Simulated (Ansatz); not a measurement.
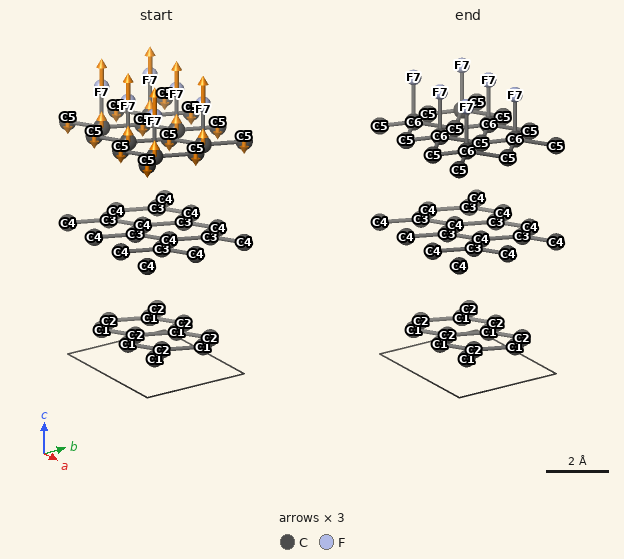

The structure of a slab of composition C6F (cut from the R-3m phase) before (left) and after (right) a constrained relaxation, at one scale. The orange arrows give the displacements, magnified 3 times.

A ball-and-stick model of the 3 × 2 repeat of the cell, outlined in the plane, without the vacuum, seen slightly off an axis.

Case: F put at a top C site. The slab is the (0 0 1) face of C with F on it. 2 atoms are held fixed.

The calculation used DFT PBE+D3(BJ), scalar-relativistic, plane waves, PAW (Ansatz). Settings: plane-wave cutoff 420 eV; k-point mesh 12 × 12 × 1; occupations gaussian; smearing width 0.05 eV; collinear spin; dipole correction; atoms relaxed in a fixed cell; force threshold 0.03 eV/Å; at most 70 steps.

Describe what moved and what it gained.

Answer. After 4 accepted moves (5 points after the start) the energy has fallen by 2.054 eV per cell of the calculation. Largest force component: 11 eV/Å at the start, 0.013 eV/Å at the end. 1 step only repeated the SCF at the same geometry. The largest move is that of F7, 0.32 Å along the normal (+c). By element the largest moves are F 0.32 Å, C 0.18 Å. The lattice vectors keep their values. Some distances before and after: C6–F7 1.340 → 1.474 Å, C5–C6 1.423 → 1.459 Å. Bond angles that change, for instance: C5–C6–F7 90.1° → 102.8°, C6–C5–C6 120.0° → 115.2°. The run may lie on a higher electronic state than the lowest, so the end point isn't shown to be the ground-state structure. Cost: 100 s on 1 thread of Intel(R) Xeon(R) Platinum 8488C (Sapphire Rapids), with other jobs on the host, peak memory 0.45 GiB.

Limits of the set-up: the periodic images lie only 2.5 Å apart, so the values are limited by the cell's size.
